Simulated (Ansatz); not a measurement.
Structure (in its standard cell), the input geometry of an electronic-structure calculation (not necessarily at equilibrium); the starting structure was generated, so it need not be a known form of this composition:

```
Mg
1.0
     3.61842    0.00000    0.00000
     0.00000    3.61842    0.00000
     0.00000    0.00000    3.61842
Mg
2
Cartesian
  0.0000 0.0000 0.0000
  1.8092 1.8092 1.8092
```

Q: What does the kinematic electron diffraction pattern along [111] look like at 300 kV (B = 0.3 Å²)?

A: The spots form a hexagonal net with both shortest vectors at d = 2.56 Å, 60.0° apart. They are -1 1 0 and -1 0 1. The pattern has symmetry 6mm. No reflection of this zone is absent.

Strongest reflections with d > 0.80 Å, one of each family (|F|² from tabulated Gaussian fits of the electron scattering factors, times a small damping for the curvature of the Ewald sphere):

```json
{"hkl": "1 0 -1", "d (Å)": "2.559", "I (strongest = 100)": "100"}
{"hkl": "2 -1 -1", "d (Å)": "1.477", "I (strongest = 100)": "26"}
{"hkl": "2 0 -2", "d (Å)": "1.279", "I (strongest = 100)": "18"}
{"hkl": "3 -1 -2", "d (Å)": "0.967", "I (strongest = 100)": "9"}
{"hkl": "3 0 -3", "d (Å)": "0.853", "I (strongest = 100)": "6"}
```

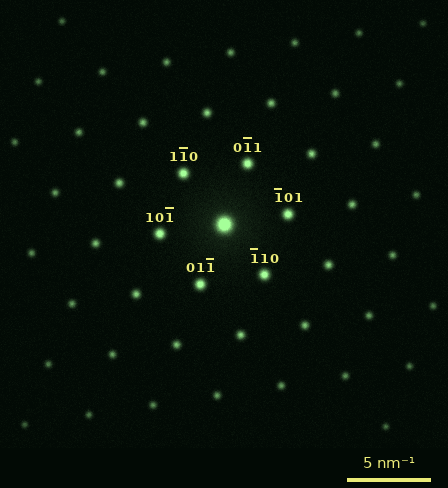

Calculated pattern, seen from the source side with [111] pointing towards the source.
